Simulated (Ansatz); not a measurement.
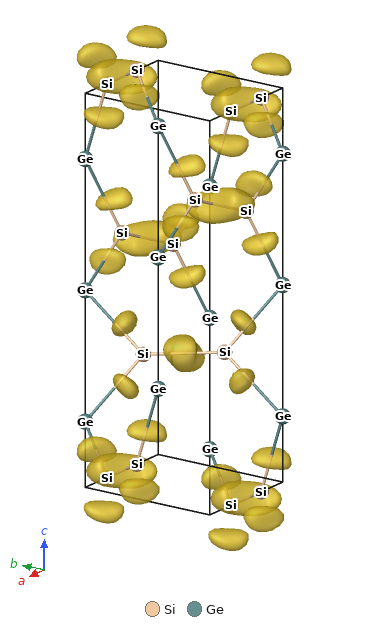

Figure 1: Si2Ge. Isosurface of the electron localisation function at 0.85 (yellow), seen at an oblique angle. Core shells and regions of very low density are left out. Sticks mark near contacts.

Space group P6₂22; a structure generated by program, which may or may not match a known phase.

All numbers below come from Ansatz 0.2.0, DFT PBE, scalar-relativistic, plane waves, PAW.

The calculation's input:

```
crystal:
  lattice:
    - [5.3954354509, 0.0, 0.0]
    - [-2.6977177255, 4.672584165, 0.0]
    - [0.0, 0.0, 10.7976863387]
  atoms:
    - { symbol: Si, position: [0.2945805839, 0.0, 0.0] }
    - { symbol: Si, position: [0.0, 0.2945805839, 0.6666666667] }
    - { symbol: Si, position: [0.7054194161, 0.7054194161, 0.3333333333] }
    - { symbol: Si, position: [0.0, 0.7054194161, 0.6666666667] }
    - { symbol: Si, position: [0.7054194161, 0.0, 0.0] }
    - { symbol: Si, position: [0.2945805839, 0.2945805839, 0.3333333333] }
    - { symbol: Ge, position: [0.0, 0.0, 0.8333333333] }
    - { symbol: Ge, position: [0.0, 0.0, 0.5] }
    - { symbol: Ge, position: [0.0, 0.0, 0.1666666667] }
basis:
  ecutwfc: 420
kpoints:
  mp_grid: { grid: [12, 12, 4] }
hamiltonian:
  xc: pbe
scf:
  occupations: { method: gaussian, width: 0.1 }
output:
  forces: true
  stress: true
  eigenvalues: true
  write_density: true
  write_potential: true
  elf: true
  volumetric_format: npy
relax:
  adjacent_minimum: "off"
  f_tol: 0.01
  max_steps: 80
  cell: { stress_tol: 0.05 }
```

Run with:

```sh
ansatz run input.yaml --threads 1 --pin off --max-ram 2560MiB --backend cpu --events-out ev --progress --plain --runs-dir out
```

Below, planes, directions and counts refer to the conventional cell (a = 5.39 Å, b = 5.39 Å, c = 10.81 Å, α = 90.00°, β = 90.00°, γ = 120.00°).

The fields are those of the relaxed geometry.

Question: What do the ELF domains correspond to?

Answer: At this value the surface marks out twelve regions between bonded Ge–Si atoms and three regions between bonded Si–Si atoms, counted in one cell of 9 atoms. Regions shared between cells count once. Along the contacts the grid gives the following. Si–Si (2.22 Å): the ELF peaks at about 0.90 between the atoms. Si–Ge (2.40 Å): the ELF peaks at about 0.90 between the atoms.

Question: Does the calculation make it a metal, or give it a gap?

Answer: It is gapless in this calculation (a metal or semimetal).
